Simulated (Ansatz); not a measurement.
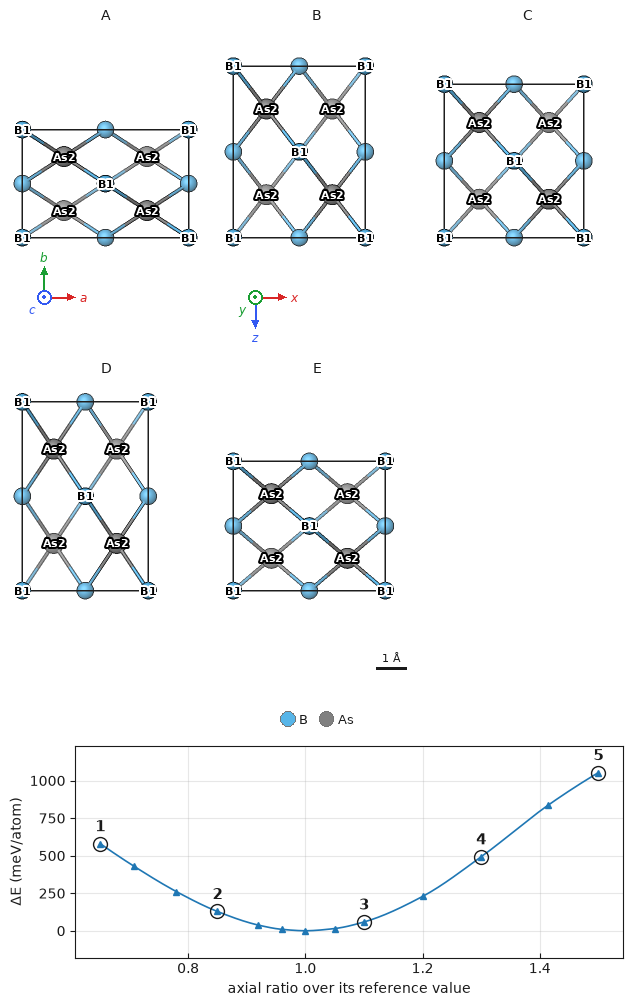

Solid BAs (F-43m): the ratio of the cell's length along z to its lengths across, counted as 1 for the reference, is changed at fixed volume (a tetragonal or Bain path), with the atoms kept at their fractional coordinates. x, y and z are the Cartesian axes of the input. The frames are shuffled; the numbered points of the plot belong to them. A ball-and-stick model of the conventional cell (4 times the calculation's cell), seen along the c axis. Lengths and directions refer to the drawn axes.

The calculation used Ansatz 0.2.0, DFT PBE, scalar-relativistic, plane waves, PAW. (plane-wave cutoff 420 eV; k-point mesh 12 × 12 × 12; occupations gaussian; smearing width 0.05 eV; no spin polarisation). Energies (free energies at the smearing named) are counted from the relaxed crystal.

### Which frame belongs to which numbered point?

Point 1 is frame A (the relative ratio 0.65, 580 meV/atom); 2 is frame E (the relative ratio 0.85, 128 meV/atom); 3 is frame C (the relative ratio 1.10, 58 meV/atom); 4 is frame B (the relative ratio 1.30, 492 meV/atom); 5 is frame D (the relative ratio 1.50, 1053 meV/atom). Of the computed points the lowest is at the relative ratio 1.00, 0 meV/atom. The end points stand at 580 meV/atom (0.65) and 1053 meV/atom (1.50). The distortion takes the space group from F-43m to I-4m2. At the relative ratio 1.50 the cell of the drawing goes a 4.809 → 4.201 Å, b 4.809 → 6.301 Å, c 4.809 → 4.201 Å. The band gap on the mesh, 1.21 eV in the reference, closes at 0.65, 0.707, 0.78, 0.85, 1.20, 1.30, 1.414, 1.50.
